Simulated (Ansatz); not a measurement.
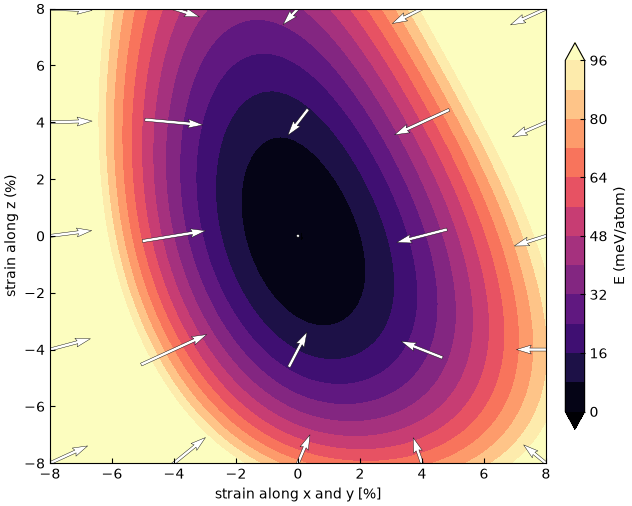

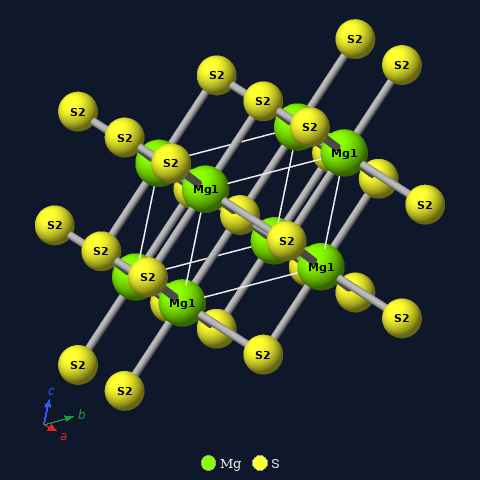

Energy landscape of MgS (Fm-3m, No. 225; 2 atoms in the cell). The cell is strained homogeneously, by one strain along x and y and another along z, with fractional coordinates fixed (x, y and z along the cube axes). First axis: strain along x and y. Second axis: strain along z. The grid has 5 × 5 points. Points are written as (first, second). Energies are in meV/atom, from the lowest grid point. The reference cell is the one listed in the database, not relaxed at this level. The calculation used DFT r2SCAN, scalar-relativistic, plane waves, PAW in Ansatz. Settings: cutoff 500 eV, k-mesh 8×8×8, gaussian smearing 0.05 eV, no spin polarisation.

Drawn: filled contours, arrows along the force (downhill), their lengths compressed, one colour for all values above the top of the scale. Between grid points the surface is interpolated. The second picture is the structure at the lowest point

Q: What does the map say about the system?

A: The lowest grid point is at (0 %, 0 %). No other kind of well shows on this grid. The highest grid point, (−8 %, −8 %), lies 325 meV/atom above the lowest. Round the minimum the valley is somewhat tilted: raising strain along x and y shifts the best value of strain along z downwards (coupling k₁₂/√(k₁₁k₂₂) about 0.4). The gap on the k-mesh is 3.5 eV at the lowest point and runs from 2.9 to 3.9 eV over the map.

Grid values (meV/atom):

```csv
"strain along z ↓, strain along x and y →",−8,−4,0,4,8
8,170,51,39,97,200
4,168,36,11,56,145
0,185,40,0,30,104
−4,232,71,16,29,87
−8,325,147,74,70,110
```
